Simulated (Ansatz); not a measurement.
Ge

```yaml
crystal:
  lattice:
    - [2.83687, 0.00000, -2.83687]
    - [-2.83687, 2.83687, 0.00000]
    - [5.85190, 5.85190, 5.85190]
  atoms:
    - { symbol: Ge, position: [0.33333, 0.66667, 0.04276] }
    - { symbol: Ge, position: [0.00000, 0.00000, 0.37609] }
    - { symbol: Ge, position: [0.66667, 0.33333, 0.70942] }
    - { symbol: Ge, position: [0.33333, 0.66667, 0.29058] }
    - { symbol: Ge, position: [0.00000, 0.00000, 0.62391] }
    - { symbol: Ge, position: [0.66667, 0.33333, 0.95724] }
```

Space group R-3m; started from the diamond prototype, which need not be the ambient phase; changed on purpose from its base cell (shear 111 strain +3.1%).

These are results of Ansatz, DFT, r2SCAN, plane waves, PAW, not measurements.

Core electrons are frozen (PAW), and the valence fields are smoothed inside the atomic spheres.

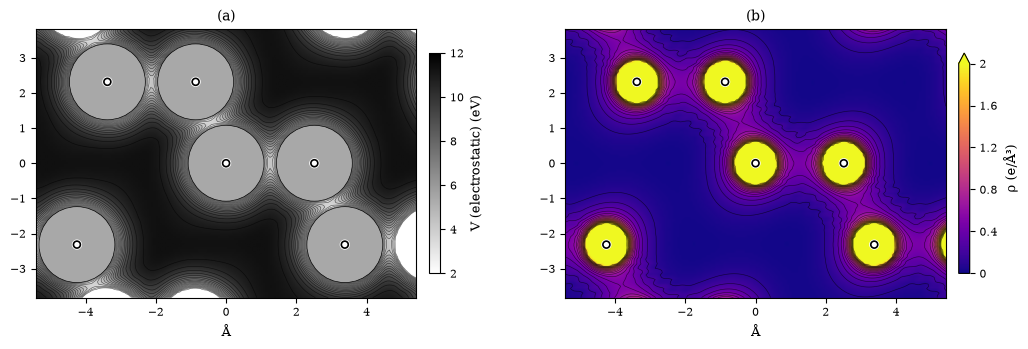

Figure 1. (a) electrostatic potential energy of an electron; (b) valence electron density on the (110) plane of the conventional cell. Circles mark the nuclei in the plane (Ge). Grey discs cover the atomic cores in the potential map.

What do the fields say about this system?

The section cuts through Ge sites. Ge–Ge (2.47 Å): ρ is about 0.5 e/Å³ halfway. Between the atoms the lowest density in this plane is 0.02 e/Å³. Outside the cores the potential energy rises away from the atoms and is highest about 2.4 Å from the nearest atoms; its zero is arbitrary.

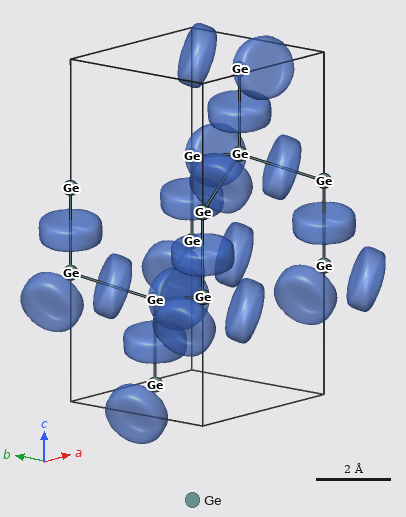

Figure 2. Isosurface of the electron localisation function at 0.55 (blue), seen at an oblique angle. Core shells and regions of very low density are left out. Sticks mark near contacts.

Identify the bonds, lone pairs and shells in this picture.

The surface consists of twelve regions between bonded Ge–Ge atoms (shared pairs), counted in one cell of 6 atoms. Any copies at cell faces, edges or corners count once.


Ge–Ge (2.47 Å): the ELF peaks at about 0.80 between the atoms, as expected for a shared electron pair.
